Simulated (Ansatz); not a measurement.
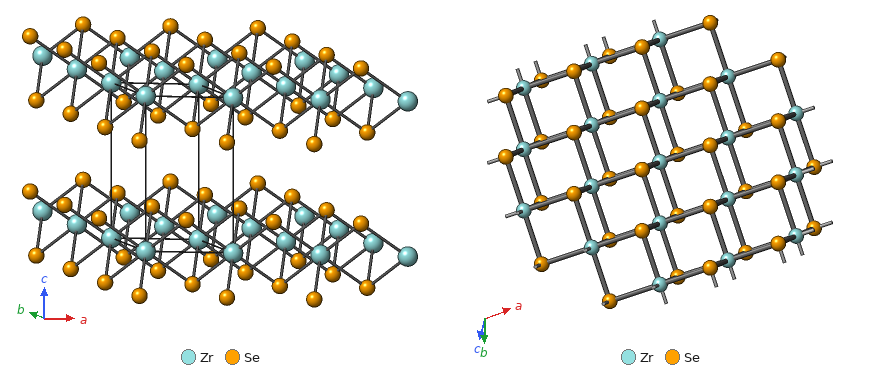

Left: the structure. Right: its underlying net. Nodes are coloured by element. One layer is drawn. Short stubs are edges that leave the cut-out.

ZrSe2 (space group P-3m1, No. 164): coordinates from a relaxation with Ansatz 0.2.0, DFT, PBE, PAW with Ansatz's default frozen-core files, scalar-relativistic; the starting structure was generated, so it need not be a known form of this composition.

Bonds are taken as Se–Zr below 3 Å. The graph is simplified in the usual way: terminal and isolated atoms are pruned, two-connected atoms become edges.

The result is a binodal (3,6)-connected, two-periodic (layers) net: Se is a 3-connected node; Zr is a 6-connected node, in the ratio 2:1. It is the kgd net, known from the layers of CdI2 (1T type). The layers lie parallel to (001).

```tsv
node	links	point symbol	coordination sequence
Se	3	4³	3 12 9 24 15 36 21 48 27 60
Zr	6	4⁶·6⁶·8³	6 6 18 12 30 18 42 24 54 30
```
